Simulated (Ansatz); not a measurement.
# Single-point calculation, with input and output: Hf$_{5}$S$_{9}$ (charge +2) (part 1 of 2)

The run: single-point calculation of Hf$_{5}$S$_{9}$ (defect cell, 28 atoms in the cell, total charge +2). Method and program: DFT, PBE, dispersion d3bj, plane waves, PAW, no spin polarisation (Ansatz 0.2.0).

The structure derives from a Materials Project entry.

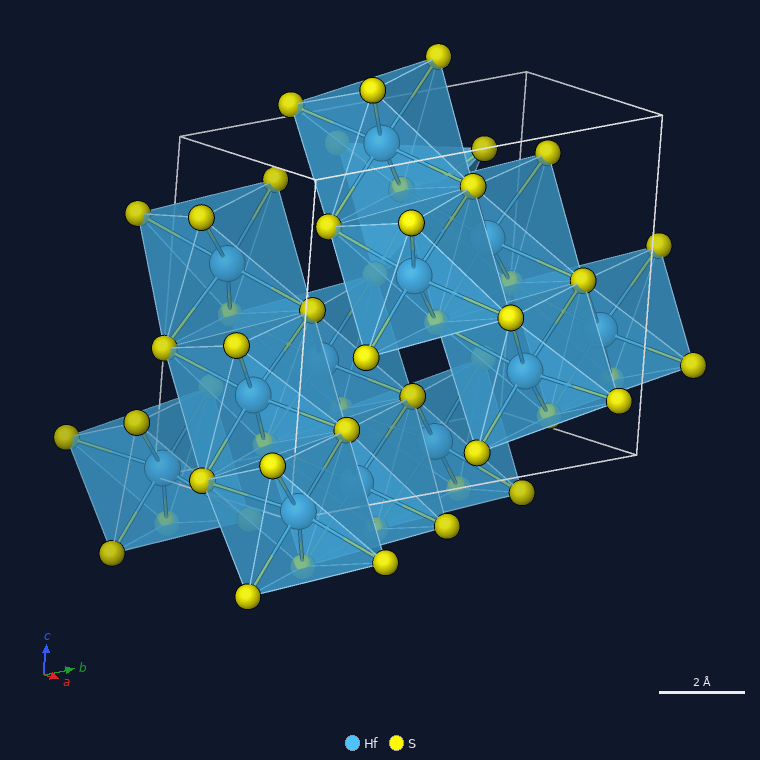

**Figure 1.** The input geometry (polyhedral view of the cell of the calculation, seen slightly off an axis; polyhedra are completed across the faces of the cell). An atom can appear more than once, as a periodic image.

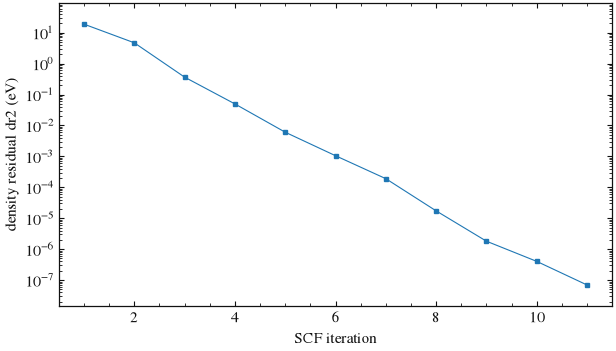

**Figure 2.** Convergence of the self-consistent field: density residual dr2 against the SCF iteration. The residual falls at every step.

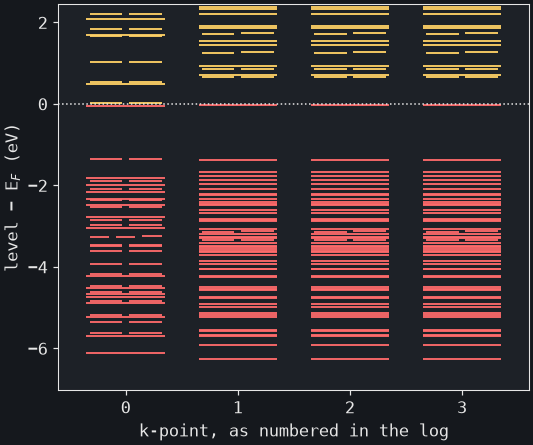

**Figure 3.** Kohn–Sham levels near the Fermi level (dotted) at the few k-points that the log prints; levels within 0.02 eV of each other stand side by side. Among these points the highest filled and lowest empty levels are 0.03 eV apart, which is the gap on the mesh.

These pictures come from the run below.

### The input
```yaml
crystal:
  lattice:
    - [0.0, 6.2455376308, -5.7703876601]
    - [5.4087942486, -3.1227688154, -5.7703876601]
    - [-5.4087942486, -3.1227688154, -5.7703876601]
  atoms:
    - { symbol: Hf, position: [-0.0095095934, 0.3128605924, 0.6569154899] }
    - { symbol: Hf, position: [0.3540806893, 0.0225024914, 0.6674178833] }
    - { symbol: Hf, position: [-0.0095612828, 0.6587651762, 0.3109289858] }
    - { symbol: Hf, position: [0.64435175, 0.6588443089, 0.6569320205] }
    - { symbol: Hf, position: [0.3361234858, 0.3244618226, 0.3226124438] }
    - { symbol: Hf, position: [0.0008830611, 0.0224623061, 1.0205558642] }
    - { symbol: Hf, position: [0.6560179196, 0.0045654489, 0.3225240286] }
    - { symbol: Hf, position: [0.3541195443, 0.6693262878, 1.0206064323] }
    - { symbol: Hf, position: [0.6560930503, 0.3244178161, 1.0026075897] }
    - { symbol: S, position: [0.8511594008, 0.2070378305, 0.2051628087] }
    - { symbol: S, position: [0.1910253094, 0.8593752329, 0.2096792061] }
    - { symbol: S, position: [0.8530286612, 0.5214696927, 0.8628304416] }
    - { symbol: S, position: [0.5386760551, 0.5194560299, 0.2051476971] }
    - { symbol: S, position: [0.1910885165, 0.2115336703, 0.8575615449] }
    - { symbol: S, position: [0.8530941878, 0.8646032634, 0.5196110481] }
    - { symbol: S, position: [0.5431754944, 0.8594277107, 0.8575412167] }
    - { symbol: S, position: [0.19637186, 0.5214487573, 0.5195354611] }
    - { symbol: S, position: [0.5387128155, 0.2070571087, 0.517605757] }
    - { symbol: S, position: [0.1462867313, 0.1272058453, 0.4715020582] }
    - { symbol: S, position: [0.458980876, 0.8146304658, 0.4713697335] }
    - { symbol: S, position: [0.1463034216, 0.473310242, 0.1253889881] }
    - { symbol: S, position: [0.7988577849, 0.467206553, 0.4654013505] }
    - { symbol: S, position: [0.4613765565, 0.1296983478, 0.1278972949] }
    - { symbol: S, position: [0.160306783, 0.8286412864, 0.8267752866] }
    - { symbol: S, position: [0.8049316823, 0.814620691, 0.125467757] }
    - { symbol: S, position: [0.458952925, 0.473276668, 0.8128021692] }
    - { symbol: S, position: [0.8050188217, 0.1272301853, 0.8127538767] }
    - { symbol: Hf, position: [1.0247520872, 0.6929903464, 0.6912454496] }
  host:
    lattice:
      - [3.6058628324, 0.0, 0.0]
      - [-1.8029314162, 3.1227688154, 0.0]
      - [0.0, 0.0, 5.7703876601]
    atoms:
      - { symbol: Hf, position: [0.0, 0.0, 0.0] }
      - { symbol: S, position: [0.6666666667, 0.3333333333, 0.7476059819] }
      - { symbol: S, position: [0.3333333333, 0.6666666667, 0.2523940181] }
total_charge: 2
basis:
  xc_grid: 2
kpoints:
  mp_grid: { grid: [2, 2, 2], shift: [0.5, 0.5, 0.5] }
hamiltonian:
  xc: pbe
  dispersion: d3bj
  pseudopotentials: { kind: paw, source: jth }
scf:
  occupations: { method: gaussian, width: 0.01 }
  initial_density: { chi_scale: 0.0 }
output:
  forces: true
  eigenvalues: true
```

Command:
```bash
ansatz run input.yaml --threads 4 --pin off --max-ram 10240MiB --backend cpu --events-out ev --progress --plain --runs-dir out
```

### What the program printed
```
Warning: [file] the checks of this Hf dataset prove no rule for summing its radial tables, as where they were carried onto another mesh than they were made on, and Gregory's rule is taken, under which a leading mesh point left out moves its sums only by what lay on the interval it spanned. That does not make them correct, and they differ from Quantum ESPRESSO's on this file; a re-export a fraction of a mesh step off can move them. hamiltonian.pseudopotentials.radial_quadrature: simpson_from_first_knot sums it by `pw.x`'s rule; on a PAW file no value gives `pw.x`'s numbers. What more to know: hamiltonian.pseudopotentials.radial_quadrature, in the input reference
Warning: [file] the checks of this S dataset prove no rule for summing its radial tables, as where they were carried onto another mesh than they were made on, and Gregory's rule is taken, under which a leading mesh point left out moves its sums only by what lay on the interval it spanned. That does not make them correct, and they differ from Quantum ESPRESSO's on this file; a re-export a fraction of a mesh step off can move them. hamiltonian.pseudopotentials.radial_quadrature: simpson_from_first_knot sums it by `pw.x`'s rule; on a PAW file no value gives `pw.x`'s numbers. What more to know: hamiltonian.pseudopotentials.radial_quadrature, in the input reference
Engine: ansatz 0.2.0, aarch64-unknown-linux-gnu
Pseudopotentials: kind: paw
Pseudopotential: Hf, paw, valence charge 12, recommended cutoff 1230 eV (normal), Hf.paw.azcp
Pseudopotential: S, paw, valence charge 6, recommended cutoff 780 eV (normal), S.paw.azcp
Functional definition: PBE
  parameter kappa = 0.804
  parameter beta = 0.06672455060314922
  exchange = pbe_x(kappa = kappa, mu = beta*pi^2/3)
  correlation = pbe_c(beta = beta)
Crystal: 28 atoms, lattice volume = 584.785 Å³
Basis set: ecut = 1230 eV, 57363 PW (Γ), exchange–correlation on 200×200×200 points (8 copies of the dense FFT grid, shifted against one another)
Bands: 141, of which v1, the nominal top of the filled ones, is band 113 counted from 1 (112 counted from 0)
Symmetry: 1 space group operations
Space group: P1 (ITA 1), of the structure as read, at distance tolerance 8.4e-5 Å
k-points: 4 of 8 (time reversal used)
Non-local potential: Hf, projectors of the file, l = 0: 2, l = 1: 2, l = 2: 2
Non-local potential: S, projectors of the file, l = 0: 2, l = 1: 2
PAW form: soft (Blöchl's): semilocal exchange-correlation on the pseudo side does not see the compensation charge
PAW one-centre angular grid: Hf, 590 points (default); XC on 96 Gauss nodes
PAW one-centre angular grid: S, 110 points (default); XC on 64 Gauss nodes
Initial density: superposition of atomic densities (chi_scale 0, normalization cell)
Initial wavefunctions: pseudopotential atomic-orbital guess
Functional: x = pbe(κ = 0.804, μ = 0.2195149727645171), c = pbe(β = 0.06672455060314922)
SCF iter   1: F=—  HF=-111036.309900 eV  |F-HF|=—  |Δ(HF+E_count)|=         —  Δρ=6.31e-2  dr2=1.88e1  ethr=3.10e-3  ⟨swp⟩=9.0  Hψ=3460  notcnv=0  defer=10
preconditioner: auto → Resta (q_TF=auto, 2.329 Å⁻¹)  ε∞=6.0  [insulator: Δε(μ)=0.052 eV  Ē_g=8.282 eV  σ=0.010 eV  W_gap=1.00  n_scr=130 (ndim 8)  ℏωp=18.6 eV  f_vac=0.002  D(μ)=0.11/eV (n_scr^D=0)  ε∞_Penn≈6.0]
SCF iter   2: F=—  HF=-111031.701726 eV  |F-HF|=—  |Δ(HF+E_count)|=    4.61e0  Δρ=3.13e-2  dr2=4.69e0  ethr=3.10e-3  ⟨swp⟩=3.0  Hψ=953  notcnv=0  defer=87
SCF iter   3: F=—  HF=-111030.728337 eV  |F-HF|=—  |Δ(HF+E_count)|=   9.73e-1  Δρ=6.73e-3  dr2=3.64e-1  ethr=2.07e-3  ⟨swp⟩=2.8  Hψ=731  notcnv=0  defer=87
SCF iter   4: F=—  HF=-111030.740068 eV  |F-HF|=—  |Δ(HF+E_count)|=   1.17e-2  Δρ=2.85e-3  dr2=4.96e-2  ethr=1.61e-4  ⟨swp⟩=3.8  Hψ=823  notcnv=0  defer=87
SCF iter   5: F=—  HF=-111030.752357 eV  |F-HF|=—  |Δ(HF+E_count)|=   1.23e-2  Δρ=6.46e-4  dr2=6.04e-3  ethr=2.19e-5  ⟨swp⟩=3.0  Hψ=977  notcnv=0  defer=47
automatic band count: iteration 5 solves 131 bands in place of 141: the levels show a gap, and the empty bands left out lie too high to hold charge; the band table lists the bands solved (type scf.n_extra_bands for more)
SCF iter   6: F=—  HF=-111030.753983 eV  |F-HF|=—  |Δ(HF+E_count)|=   1.63e-3  Δρ=2.95e-4  dr2=1.05e-3  ethr=2.67e-6  ⟨swp⟩=3.0  Hψ=762  notcnv=0  defer=47
SCF iter   7: F=—  HF=-111030.754583 eV  |F-HF|=—  |Δ(HF+E_count)|=   6.00e-4  Δρ=1.20e-4  dr2=1.90e-4  ethr=4.63e-7  ⟨swp⟩=2.0  Hψ=699  notcnv=0  defer=47
SCF iter   8: F=—  HF=-111030.754651 eV  |F-HF|=—  |Δ(HF+E_count)|=   6.81e-5  Δρ=4.44e-5  dr2=1.73e-5  ethr=8.39e-8  ⟨swp⟩=2.0  Hψ=771  notcnv=0  defer=47
SCF iter   9: F=—  HF=-111030.755228 eV  |F-HF|=—  |Δ(HF+E_count)|=   5.77e-4  Δρ=1.44e-5  dr2=1.81e-6  ethr=7.63e-9  ⟨swp⟩=3.0  Hψ=982  notcnv=0  defer=47
SCF iter  10: F=—  HF=-111030.755230 eV  |F-HF|=—  |Δ(HF+E_count)|=   1.82e-6  Δρ=5.74e-6  dr2=4.03e-7  ethr=8.01e-10  ⟨swp⟩=2.2  Hψ=772  notcnv=0  defer=47
SCF iter  11: F=-111030.755230 eV  HF=-111030.755230 eV  |F-HF|=2.44e-8  |Δ(HF+E_count)|=   2.06e-7  Δρ=2.08e-6  dr2=6.95e-8  ethr=4.42e-11  ⟨swp⟩=19.0  Hψ=3431  notcnv=0
SCF 1 converged in 11 iterations: F = -111030.755230 eV  dr2 = 6.95e-8
  greatest PAW one-centre occupation: 0.997 electrons in one spin orbital (limit 2), on the Hf atom at site 27 (counted from 0), in its partial waves of l = 0
SCF converged after 11 iterations
Free energy (F): -111030.755230 eV
Harris-Foulkes:  -111030.755230 eV  (|F-HF|=2.44e-8)
Internal energy: -111030.754941 eV  (E = F + TS)
E sigma→0 (E₀):  -111030.755086 eV
Entropy (-TS):   -0.000289 eV (-0.010 meV/atom)
Fermi energy:    9.662810 eV
--- Per-component energies (eV) ---
  E_band       = -1820.280654
  E_kinetic    = 3601.087604
  E_local      = -3941.747520  (includes V_loc(G=0)·N_el)
  E_nonlocal   = -4915.873773
  E_hartree    = 3746.228241
  E_xc         = -4254.360284
  E_vxc        = -2910.188760  (∫ρ·V_xc dr)
  E_paw        = -91767.742679  (= ΣΔE_a)
  E_vpaw       = -1146.018685  (= ΣTr[D̂ρ^β])
  E_aug_tail   = -0.000282  (compensation charges beyond the density's cutoff)
  E_ewald      = -13488.287023
  E_disp       = -10.059225  (pairwise vdW)
  E_smearing   = -0.000289  (= −TS)
  E_closure    = -0.000000  (closes the sum)
  E_deformation_potential = 31.556664  (in the stress; not in F)
  Σ components = -111030.755230   (vs F -111030.755230, Δ=0.00e0)
```
